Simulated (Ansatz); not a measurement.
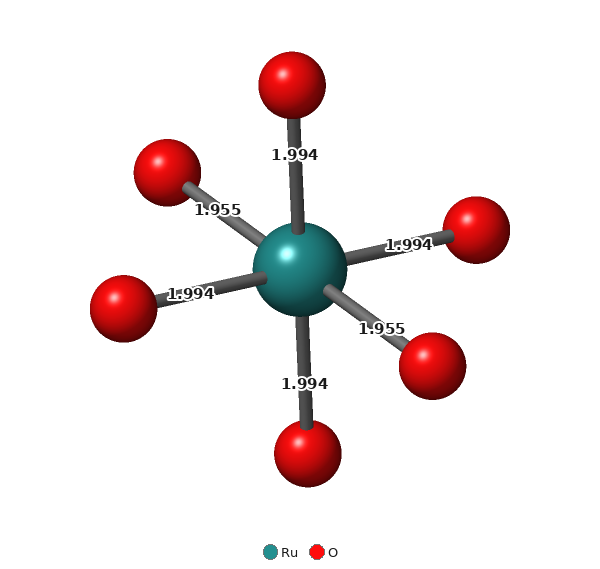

The surroundings of site Ru1 (at 0.000, 0.000, 0.000) in RuO$_{2}$ in space group P4_2/mnm, with bond lengths in Å.

The cell is taken from the geometry relaxed with DFT PBE, scalar-relativistic, plane waves, PAW (Ansatz 0.2.0).

```
CELL_PARAMETERS angstrom
4.52300 0.00000 0.00000
0.00000 4.52300 0.00000
0.00000 0.00000 3.11920
ATOMIC_POSITIONS crystal
Ru 0.00000 0.00000 0.00000
Ru 0.50000 0.50000 0.50000
O 0.30568 0.30568 0.00000
O 0.19432 0.80568 0.50000
O 0.69432 0.69432 0.00000
O 0.80568 0.19432 0.50000
```

Bond valence s = exp((R0 − d)/b), R0 fitted to published crystal structures with b = 0.37 Å, summed over all anions within 5 Å; R0 in Å: Ru4+–O 1.838; Ru5+–O 1.889.

Question: Which oxidation state of Ru do these bonds support?

Answer: With the Ru4+ parameters the computed sum is 2 × 0.729 + 4 × 0.656 = 4.08. With the Ru5+ parameters the computed sum is 2 × 0.837 + 4 × 0.753 = 4.68. The sum matches its own assumption best for Ru4+, which also balances the formula's charge.

Question: And over the whole structure?

Answer:
| site | x, y, z | formal valence | bond-valence sum | difference |
| --- | --- | --- | --- | --- |
| Ru1 | 0.000, 0.000, 0.000 | +4 | 4.19 | 0.19 |
| O1 | 0.306, 0.306, 0.000 | −2 | 2.09 | 0.09 |

These sums include all anions within 5 Å. The global instability index (root mean square of the differences over all atoms) is 0.13 v.u.: moderate strain, common in real structures. Cells relaxed with PBE tend to have slightly long bonds, which lowers the sums.
